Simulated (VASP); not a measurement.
## LiH: exact exchange and RPA correlation

Aim: total energies of LiH from exact exchange and RPA correlation, beside cheaper functionals. The scan starts from a database cell, scaled to the smallest volume of the series. The cell is of the rock-salt type, one of the forms listed for this formula. The start is a cell from a database of measured crystal structures.

Calculated with VASP 6.6.1; PBE; plane waves and PAW (Li_GW, H_GW), in the first sound run; inputs show where later runs differ.

The database entry behind the starting cell differs from later determinations by our own check (the deuteride, about 0.2 % short), so it need not match the best structure at ambient conditions.

**1. The starting structure**

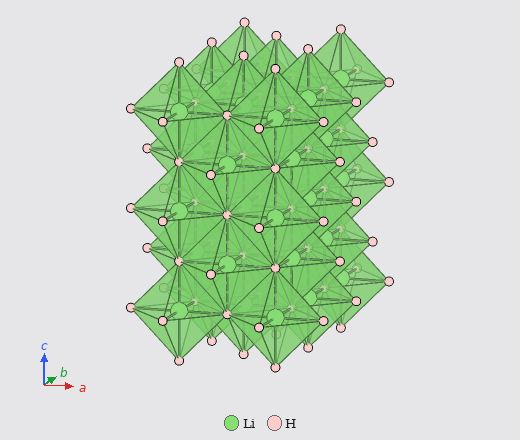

Start, viewed slightly off an axis; lithium green, hydrogen pink. 1×2×2 cells are drawn. This picture shows the conventional cell, with its axes. Some periodic images of atoms are drawn too.

As a file:

```
Li H
1.0
     0.00000    1.99517    1.99517
     1.99517    0.00000    1.99517
     1.99517    1.99517    0.00000
Li H
1 1
Direct
  0.00000 0.00000 0.00000
  0.50000 0.50000 0.50000
```

**2. Orbitals, volume ratio 0.94**

RPA gives no stress here, so the energy is scanned over volumes, at one cutoff and mesh. Volumes are given as ratios to a reference cell, and this first cell is that cell scaled to 0.94. Each point starts from PBE orbitals, tightly converged.

File INCAR:

```
SYSTEM = LiH
PREC = Accurate
ENCUT = 410
EDIFF = 1E-08
NELM = 100
ISMEAR = 0
SIGMA = 0.05
LREAL = .FALSE.
ALGO = Normal
GGA = PE
NBANDS = 7
LORBIT = 11
LWAVE = .TRUE.
LCHARG = .FALSE.
KPAR = 8
```

File POSCAR:

```
LiH
1.0
    0.0000000000      1.9951720069      1.9951720069
    1.9951720069      0.0000000000      1.9951720069
    1.9951720069      1.9951720069      0.0000000000
Li H
1 1
Direct
    0.0000000000      0.0000000000      0.0000000000
    0.5000000000      0.5000000000      0.5000000000
```

File KPOINTS:

```
Automatic mesh
0
Gamma
4 4 4
0 0 0
```

The projector-augmented-wave data sets are Li_GW and H_GW (PBE family, release 64).

Run with:

```bash
> mpirun -np 8 vasp_std
```

Log:

```text
[banner, memory and clock lines left out]
running    8 mpi-ranks, on    1 nodes
 distrk:  each k-point on    1 cores,    8 groups
 distr:  one band on    1 cores,    1 groups

 POSCAR found type information on POSCAR LiH
 POSCAR found :  2 types and       2 ions
|                                                                             |
|           W    W    AA    RRRRR   N    N  II  N    N   GGGG   !!!           |
|           W    W   A  A   R    R  NN   N  II  NN   N  G    G  !!!           |
|           W    W  A    A  R    R  N N  N  II  N N  N  G       !!!           |
|           W WW W  AAAAAA  RRRRR   N  N N  II  N  N N  G  GGG   !            |
|           WW  WW  A    A  R   R   N   NN  II  N   NN  G    G                |
|           W    W  A    A  R    R  N    N  II  N    N   GGGG   !!!           |
|                                                                             |
|     For optimal performance we recommend to set                             |
|       NCORE = 2 up to number-of-cores-per-socket                            |
|     NCORE specifies how many cores store one orbital (NPAR=cpu/NCORE).      |
|     This setting can greatly improve the performance of VASP for DFT.       |
|     The default, NCORE=1 might be grossly inefficient on modern             |
|     multi-core architectures or massively parallel machines. Do your        |
|     Unfortunately you need to use the default for GW and RPA                |
|     calculations (for HF NCORE is supported but not extensively tested      |
|     yet).                                                                   |
|                                                                             |

 LDA part: xc-table for (Slater+PW92), standard interpolation
 POSCAR, INCAR and KPOINTS ok, starting setup
 FFT: planning ... GRIDC
 FFT: planning ... GRID_SOFT
 FFT: planning ... GRID
 WAVECAR not read
 entering main loop
       N       E                     dE             d eps       ncg     rms          rms(c)
DAV:   1    -0.503249797654E+01   -0.50325E+01   -0.13469E+03   112   0.214E+02
DAV:   2    -0.630909064595E+01   -0.12766E+01   -0.12766E+01   154   0.169E+01
DAV:   3    -0.631534081246E+01   -0.62502E-02   -0.62502E-02   140   0.144E+00
DAV:   4    -0.631534753392E+01   -0.67215E-05   -0.67215E-05   182   0.405E-02
DAV:   5    -0.631534754259E+01   -0.86708E-08   -0.86822E-08   119   0.658E-04    0.279E+00
DAV:   6    -0.615105591605E+01    0.16429E+00   -0.13037E-01   119   0.117E+00    0.145E+00
DAV:   7    -0.609329909474E+01    0.57757E-01   -0.17701E-01   112   0.156E+00    0.232E-01
DAV:   8    -0.609467078003E+01   -0.13717E-02   -0.26728E-03   112   0.286E-01    0.348E-02
DAV:   9    -0.609462939676E+01    0.41383E-04   -0.82979E-05   126   0.335E-02    0.252E-03
DAV:  10    -0.609462458195E+01    0.48148E-05   -0.47592E-06   133   0.134E-02    0.349E-03
DAV:  11    -0.609462423401E+01    0.34794E-06   -0.43166E-07   126   0.201E-03    0.509E-04
DAV:  12    -0.609462418864E+01    0.45376E-07   -0.91282E-09   119   0.531E-04    0.262E-04
DAV:  13    -0.609462424690E+01   -0.58264E-07   -0.21025E-09    56   0.178E-04    0.166E-05
DAV:  14    -0.609462424528E+01    0.16241E-08   -0.13667E-10    56   0.733E-05
   1 F= -.60946242E+01 E0= -.60946242E+01  d E =-.100462E-10
 writing wavefunctions
```

The job ended after 1.2 s (8 MPI ranks of Intel Xeon 6975P-C (Granite Rapids), shared host; peak memory 0.89 GiB; 4.3 s of CPU time).

The logs omit lines about the potential files and the build; timing stands in the text.

Parts of OUTCAR (step 2):

```text
ion  position               nearest neighbor table
   1  0.000  0.000  0.000-   2 2.00   2 2.00   2 2.00   2 2.00   2 2.00   2 2.00
   2  0.500  0.500  0.500-   1 2.00   1 2.00   1 2.00   1 2.00   1 2.00   1 2.00

  LATTYP: Found a face centered cubic cell.
 ALAT       =     3.9903440138

 Subroutine GETGRP returns: Found 48 space group operations
 (whereof 48 operations were pure point group operations)

The static configuration has the point symmetry O_h .

 Found      8 irreducible k-points:

   k-points           NKPTS =      8   k-points in BZ     NKDIM =      8   number of bands    NBANDS=      7

   dimension x,y,z NGX =    20 NGY =   20 NGZ =   20
   dimension x,y,z NGXF=    40 NGYF=   40 NGZF=   40

   ENCUT  =  410.0 eV  30.13 Ry    5.49 a.u.   4.66  4.66  4.66*2*pi/ulx,y,z

   NELECT =       2.0000    total number of electrons

 k-points in reciprocal lattice and weights: Automatic mesh
   0.00000000  0.00000000  0.00000000       0.016
   0.25000000  0.00000000  0.00000000       0.125
   0.50000000  0.00000000  0.00000000       0.062
   0.25000000  0.25000000  0.00000000       0.094
   0.50000000  0.25000000  0.00000000       0.375
  -0.25000000  0.25000000  0.00000000       0.188
   0.50000000  0.50000000  0.00000000       0.047
  -0.25000000  0.50000000  0.25000000       0.094

 average (electrostatic) potential at core
       1  -6.2966       2 -34.2179

 E-fermi :  -2.3923

 k-point     1 :       0.0000    0.0000    0.0000
  band No.  band energies     occupation
      1      -8.1309      2.00000
      2      13.6803      0.00000
      3      15.4113      0.00000
      4      15.4113      0.00000
      5      15.4113      0.00000
      6      20.1651      0.00000
    ...

 k-point     2 :       0.2500    0.0000    0.0000
  band No.  band energies     occupation
      1      -7.0485      2.00000
      2       7.1770      0.00000
      3      12.6269      0.00000
      4      14.1453      0.00000
      5      14.1453      0.00000
      6      19.7244      0.00000
    ...

 k-point     3 :       0.5000    0.0000    0.0000
  band No.  band energies     occupation
      1      -5.2770      2.00000
      2       2.3070      0.00000
      3      11.2208      0.00000
      4      14.0079      0.00000
      5      14.0079      0.00000
      6      16.5925      0.00000
    ...

  Total       -0.0086353     -0.0086353     -0.0086353      0.0000000      0.0000000     -0.0000000
  in kB       -0.8709952     -0.8709952     -0.8709952      0.0000000      0.0000000     -0.0000000
  external PRESSURE =      -0.8709952 kB  Pullay stress =       0.0000000 kB

  energy-cutoff  :      410.00
  volume of cell :       15.88
      direct lattice vectors                 reciprocal lattice vectors
     0.000000000  1.995172007  1.995172007    -0.250604960  0.250604960  0.250604960
     1.995172007  0.000000000  1.995172007     0.250604960 -0.250604960  0.250604960
     1.995172007  1.995172007  0.000000000     0.250604960  0.250604960 -0.250604960

 POSITION                                       TOTAL-FORCE (eV/Angst)
 -----------------------------------------------------------------------------------
      0.00000      0.00000      0.00000         0.000000     -0.000000     -0.000000
      1.99517      1.99517      1.99517        -0.000000      0.000000      0.000000
 -----------------------------------------------------------------------------------
    total drift:                                0.000000      0.000000      0.000000

  FREE ENERGIE OF THE ION-ELECTRON SYSTEM (eV)
  ---------------------------------------------------
  free  energy   TOTEN  =        -6.0946242453 eV

  energy  without entropy=       -6.0946242453  energy(sigma->0) =       -6.09462425

 total charge
# of ion       s       p       d       tot
------------------------------------------
    1        0.127   0.241   0.039   0.407
    2        0.561   0.002   0.000   0.563
--------------------------------------------------
tot          0.688   0.242   0.039   0.970

[... 3 further parts left out ...]
```

The gap is read on the k-mesh alone, so it is an upper bound where the band edges lie off the mesh.

A gap read on the k-mesh alone can miss the band edges.

Numbers from this step:

* free energy (TOTEN): -6.095 eV
* Fermi energy: -2.392 eV
* pressure: -0.08710 GPa
* gap on the k-mesh: 2.955 eV
* least direct gap on the k-mesh: 2.955 eV

The printed pressure carries a basis-set error: in the mean of the scan, the starting functional's lies 1.0 GPa under the slope of its energy curve.

**3. Exact exchange, volume ratio 0.94**

This step: Hartree-Fock energy on PBE orbitals; plane waves and PAW (Li_GW, H_GW) (VASP 6.6.1).

The Hartree-Fock energy is evaluated once on these orbitals (ALGO = Eigenval, NELM = 1), without letting them relax. It uses the mesh of the correlation step, and the total energy is their sum.

File INCAR:

```
SYSTEM = LiH
PREC = Accurate
ENCUT = 410
ISMEAR = 0
SIGMA = 0.05
LREAL = .FALSE.
GGA = PE
NBANDS = 7
ALGO = Eigenval
NELM = 1
LHFCALC = .TRUE.
AEXX = 1
ALDAC = 0
AGGAC = 0
PRECFOCK = Normal
LWAVE = .FALSE.
LCHARG = .FALSE.
```

POSCAR is that of step 2.

KPOINTS is that of step 2.

The run starts from files that an earlier step left in the folder.

Run with:

```bash
> mpirun -np 8 vasp_std
```

Log:

```text
[banner, memory and clock lines left out]
running    8 mpi-ranks, on    1 nodes
 distrk:  each k-point on    8 cores,    1 groups
 distr:  one band on    1 cores,    8 groups

 POSCAR found type information on POSCAR LiH
 POSCAR found :  2 types and       2 ions
 [... a notice as in an earlier step ...]

 LDA part: xc-table for (Slater+PW92), standard interpolation
|                                                                             |
|           W    W    AA    RRRRR   N    N  II  N    N   GGGG   !!!           |
|           W    W   A  A   R    R  NN   N  II  NN   N  G    G  !!!           |
|           W    W  A    A  R    R  N N  N  II  N N  N  G       !!!           |
|           W WW W  AAAAAA  RRRRR   N  N N  II  N  N N  G  GGG   !            |
|           WW  WW  A    A  R   R   N   NN  II  N   NN  G    G                |
|           W    W  A    A  R    R  N    N  II  N    N   GGGG   !!!           |
|                                                                             |
|     The number of bands has been changed from the values supplied in        |
|     The orbitals not found in the WAVECAR file will be initialized with     |
|     random numbers, which is usually adequate. For correlated               |
|     calculations, however, you should redo the groundstate calculation.     |
|     I found NBANDS = 7. Now, NBANDS = 8.                                    |
|                                                                             |

 found WAVECAR, reading the header
  number of bands has changed, file:     7 present:     8
  trying to continue reading WAVECAR, but it might fail
 POSCAR, INCAR and KPOINTS ok, starting setup
 FFT: planning ... GRIDC
 FFT: planning ... GRID_SOFT
 FFT: planning ... GRID
 reading WAVECAR
 random initialization beyond band            7
 the WAVECAR file was read successfully
 initial charge from wavefunction
 entering main loop
       N       E                     dE             d eps       ncg     rms          rms(c)
EIG:   1    -0.919121289839E+01   -0.91912E+01    0.00000E+00     0   0.000E+00
   1 F= -.91912129E+01 E0= -.91912129E+01  d E =-.273475E-41
```

Run time: 1.2 s. Hardware: 8 MPI ranks; peak memory 0.74 GiB; 4 s of CPU time.

From OUTCAR (step 3):

```text
The static configuration has the point symmetry O_h .

 Found      8 irreducible k-points:

   k-points           NKPTS =      8   k-points in BZ     NKDIM =     64   number of bands    NBANDS=      8

   NELECT =       2.0000    total number of electrons

  exchange ACFDT corr.  =         0.00000000  see jH, gK, PRB 81, 115126

 E-fermi :  -2.1366

 k-point     1 :       0.0000    0.0000    0.0000
  band No.  band energies     occupation
      1     -14.0044      2.00000
      2      20.8290      0.00000
      3      22.0163      0.00000
      4      22.0163      0.00000
      5      22.0163      0.00000
      6      26.3425      0.00000
    ...

 k-point     2 :       0.2500    0.0000    0.0000
  band No.  band energies     occupation
      1     -12.3087      2.00000
      2      12.5901      0.00000
      3      19.2751      0.00000
      4      20.5287      0.00000
      5      20.5287      0.00000
      6      26.2788      0.00000
    ...

 POSITION                                       TOTAL-FORCE (eV/Angst)
 -----------------------------------------------------------------------------------
      0.00000      0.00000      0.00000         0.000000      0.000000      0.000000
      1.99517      1.99517      1.99517        -0.000000      0.000000     -0.000000
 -----------------------------------------------------------------------------------
    total drift:                                0.000000      0.000000     -0.000000

  FREE ENERGIE OF THE ION-ELECTRON SYSTEM (eV)
  ---------------------------------------------------
  free  energy   TOTEN  =        -9.1912128984 eV

  energy  without entropy=       -9.1912128984  energy(sigma->0) =       -9.19121290

[... 7 parts as in an earlier step ...]

[... 5 further parts left out ...]
```

The k-mesh is coarse for unscreened exact exchange, which converges slowly with it.

Numbers from this step:

```yaml
free_energy_toten: -9.191 eV
```

The Hartree-Fock energy on these orbitals is -4.5956 eV an atom.

**4. Empty bands, volume ratio 0.94**

This step: PBE; plane waves and PAW (Li_GW, H_GW) (VASP 6.6.1).

The next step needs empty bands that the ground-state run didn't converge, so the Hamiltonian is diagonalised exactly for NBANDS bands, in a single step. LOPTICS writes the k-derivatives of the orbitals (WAVEDER), which give the long-wavelength limit of the screening.

File INCAR:

```
SYSTEM = LiH
PREC = Accurate
ENCUT = 410
ISMEAR = 0
SIGMA = 0.05
LREAL = .FALSE.
GGA = PE
NBANDS = 304
ALGO = Exact
NELM = 1
LWAVE = .TRUE.
LCHARG = .FALSE.
LOPTICS = .TRUE.
NEDOS = 1000
CSHIFT = 0.1
```

POSCAR is that of step 3.

KPOINTS is that of step 3.

Run with:

```bash
> mpirun -np 8 vasp_std
```

Log:

```text
[banner, memory and clock lines left out]
running    8 mpi-ranks, on    1 nodes
 distrk:  each k-point on    8 cores,    1 groups
 distr:  one band on    1 cores,    8 groups

 POSCAR found type information on POSCAR LiH
 POSCAR found :  2 types and       2 ions
 [... a notice as in an earlier step ...]

 LDA part: xc-table for (Slater+PW92), standard interpolation
 found WAVECAR, reading the header
  number of bands has changed, file:     7 present:   304
  trying to continue reading WAVECAR, but it might fail
 POSCAR, INCAR and KPOINTS ok, starting setup
 FFT: planning ... GRIDC
 FFT: planning ... GRID_SOFT
 FFT: planning ... GRID
 reading WAVECAR
 random initialization beyond band            7
 the WAVECAR file was read successfully
 initial charge from wavefunction
 entering main loop
       N       E                     dE             d eps       ncg     rms          rms(c)
DIA:   1    -0.609462424480E+01   -0.60946E+01    0.00000E+00     0   0.000E+00
   1 F= -.60946242E+01 E0= -.60946242E+01  d E =-.161537E-17
 writing wavefunctions
 optical routines
 imaginary and real dielectric function
 recalculating local potential from charge density
 direction            1
 direction            2
 direction            3
```

Run time: 1.2 s. Hardware: 8 MPI ranks; peak memory 0.79 GiB; 4.9 s of CPU time.

OUTCAR, selected parts (step 4):

```text
The static configuration has the point symmetry O_h .

 Found      8 irreducible k-points:

   k-points           NKPTS =      8   k-points in BZ     NKDIM =      8   number of bands    NBANDS=    304

   NELECT =       2.0000    total number of electrons

 E-fermi :  -2.3155

  Total       -0.0086372     -0.0086372     -0.0086372     -0.0000000     -0.0000000      0.0000000
  in kB       -0.8711846     -0.8711846     -0.8711846     -0.0000000     -0.0000000      0.0000000
  external PRESSURE =      -0.8711846 kB  Pullay stress =       0.0000000 kB

  FREE ENERGIE OF THE ION-ELECTRON SYSTEM (eV)
  ---------------------------------------------------
  free  energy   TOTEN  =        -6.0946242448 eV

  energy  without entropy=       -6.0946242448  energy(sigma->0) =       -6.09462424

 plasma frequency squared (from intraband transitions) (eV^2)
  --------------------------------------------------------------------------------------
       0.000      -0.000       0.000
      -0.000       0.000      -0.000
       0.000      -0.000       0.000

[... 15 parts as in an earlier step ...]
```

WAVECAR now holds 304 bands for 2 electrons. Its independent-particle dielectric tensor has xx, yy, zz = 6.0, 6.0, 6.0 on this mesh, which isn't tested for convergence in mesh or bands and lacks local fields.

[end of part 1 of 6]

[Lines on the potential files, build, host, timing and source positions are cut from VASP's logs without a mark.]

[Logs are printed without paths, hosts, clocks, repeated set-up lines and the standing remarks that a program may print on its own settings, such as how far it seeks lower states.]

[Hosts, paths, dates, database ids (printed as entryN), source tags and the programs' standing remarks are cut or masked in the printed files.]

[Pressures printed for these runs are not shown converged in the cutoff: they can be off by several GPa and have the wrong sign.]
